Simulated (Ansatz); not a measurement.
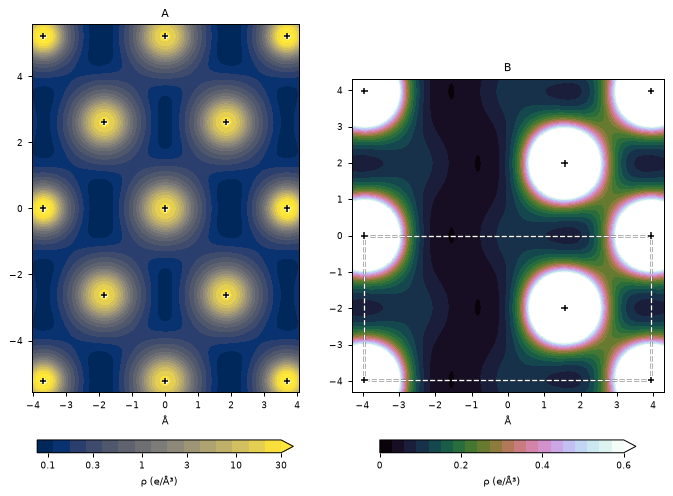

The valence electron density of 2 systems, each on a plane through atoms (crosses mark nuclei in the plane).

Computed with Kohn-Sham DFT of a periodic cell, r2SCAN, Ansatz PAW (Ansatz 0.2.0).

System 1: Sb, the (100) plane of the conventional cell. Space group I4/mcm; a structure from a database of computed crystals, not necessarily the ambient phase; computed pressure about 4 GPa in this cell.

System 2: GaSb3, the (011) plane of the conventional cell. Space group Fm-3m; a structure from a database of computed crystals, not necessarily the ambient phase.

```
CELL_PARAMETERS angstrom
7.38827 0.00000 0.00000
0.00000 7.38827 0.00000
0.00000 0.00000 7.38827
ATOMIC_POSITIONS crystal
Sb 0.50000 0.00000 0.00000
Sb 0.00000 0.50000 0.00000
Sb 0.00000 0.00000 0.50000
Sb 0.50000 0.50000 0.50000
Sb 0.75000 0.25000 0.25000
Sb 0.25000 0.75000 0.25000
Sb 0.25000 0.25000 0.75000
Sb 0.75000 0.75000 0.75000
Sb 0.25000 0.25000 0.25000
Sb 0.75000 0.75000 0.25000
Sb 0.75000 0.25000 0.75000
Sb 0.25000 0.75000 0.75000
Ga 0.00000 0.00000 0.00000
Ga 0.50000 0.50000 0.00000
Ga 0.50000 0.00000 0.50000
Ga 0.00000 0.50000 0.50000
```

Which map belongs to which system?

Panel A is system 2, GaSb3: the plane holds Sb and Ga. Sb–Sb (3.20 Å): ρ is about 0.22 e/Å³ halfway. Panel B is system 1, Sb: the plane holds Sb. Sb–Sb (3.11 Å): ρ is about 0.25 e/Å³ halfway.
